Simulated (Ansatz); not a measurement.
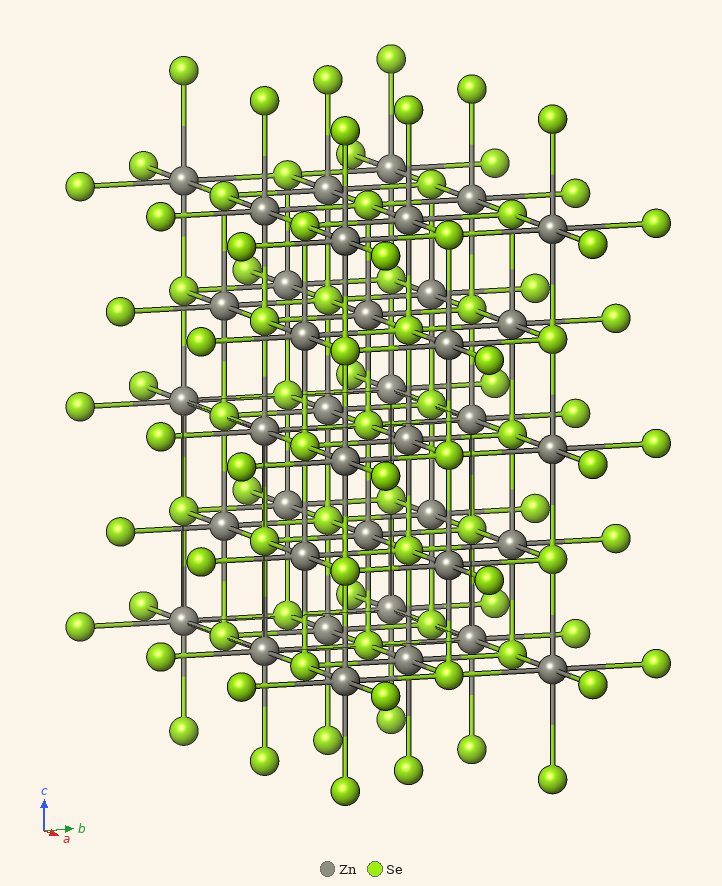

Drawn in the ball-and-stick manner and seen slightly off an axis. One conventional unit cell is drawn solid; the view covers 2×1×2 cells. Some neighbours outside the box are added.

ZnSe, space group Fm-3m (No. 225), a = 5.32 Å, b = 5.32 Å, c = 5.32 Å, α = 90.00°, β = 90.00°, γ = 90.00°.

The calculation: DFT, HSE06, plane waves, PAW in Ansatz 0.2.0, with a cutoff energy of 420 eV, k-points about 0.51 Å⁻¹ apart, Fermi-Dirac smearing of 0.02 eV, no spin polarisation.

> What is the band gap, if any?

A metal: bands cross the Fermi level.

> Under what pressure is the structure?

The computed pressure is 1.5 GPa (compressed: it would expand).

Source of the structure: a structure type filled with these elements by a generator (whether the compound takes this form wasn't checked). Earlier steps of the study may have refined or changed the cell and positions. Ansatz was used for an electronic-structure calculation on it.
